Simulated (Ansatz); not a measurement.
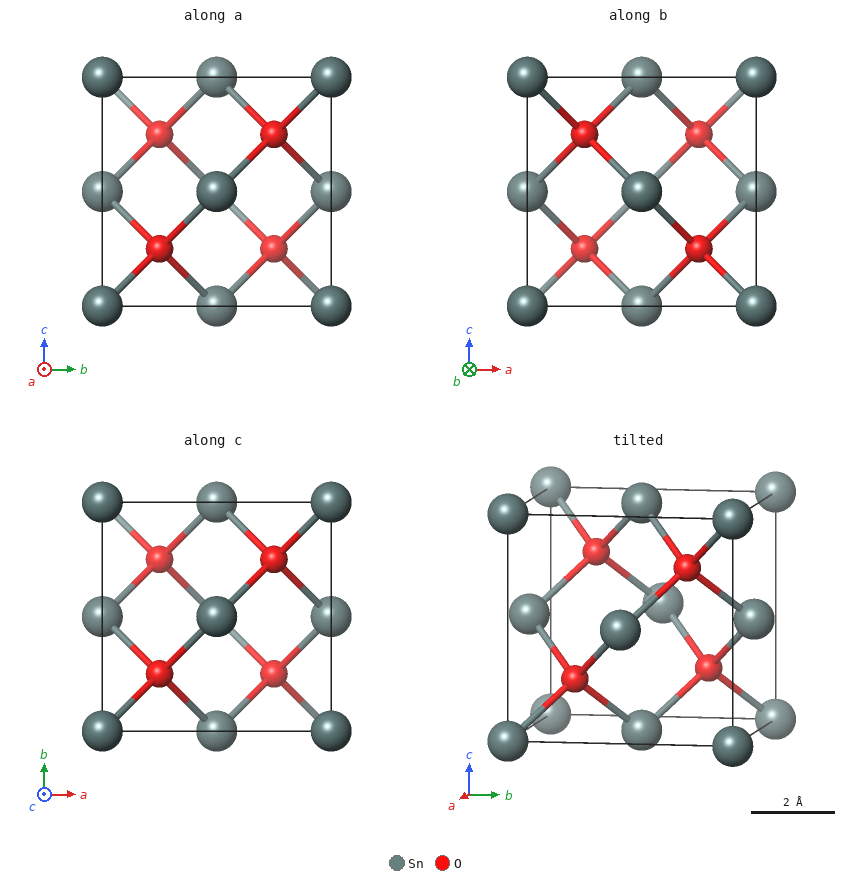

A ball-and-stick picture of a crystal structure, seen along the a axis, along the b axis, along the c axis and slightly off an axis. Thin lines show the conventional unit cell, with boundary atoms drawn in all their periodic places.

Lattice parameters: a = 5.5166 Å, b = 5.5166 Å, c = 5.5166 Å, α = 90.000°, β = 90.000°, γ = 90.000°.

### Give the structure in the form of a CIF in P1 with every atom of the cell.

```cif
data_structure
_symmetry_space_group_name_H-M 'P 1'
_symmetry_Int_Tables_number 1
_cell_length_a 5.5166
_cell_length_b 5.5166
_cell_length_c 5.5166
_cell_angle_alpha 90.000
_cell_angle_beta 90.000
_cell_angle_gamma 90.000
_cell_volume 167.89
loop_
_atom_site_label
_atom_site_type_symbol
_atom_site_fract_x
_atom_site_fract_y
_atom_site_fract_z
_atom_site_occupancy
Sn1 Sn 0.0000 0.0000 0.0000 1
O1 O 0.2500 0.2500 0.7500 1
Sn2 Sn 0.0000 0.5000 0.5000 1
O2 O 0.2500 0.7500 0.2500 1
Sn3 Sn 0.5000 0.0000 0.5000 1
O3 O 0.7500 0.2500 0.2500 1
Sn4 Sn 0.5000 0.5000 0.0000 1
O4 O 0.7500 0.7500 0.7500 1
```

The initial geometry was a structure type filled with these elements by a generator (whether the compound takes this form wasn't checked). The cell was then strained or its atoms displaced on purpose. It was the input of a calculation with Ansatz.
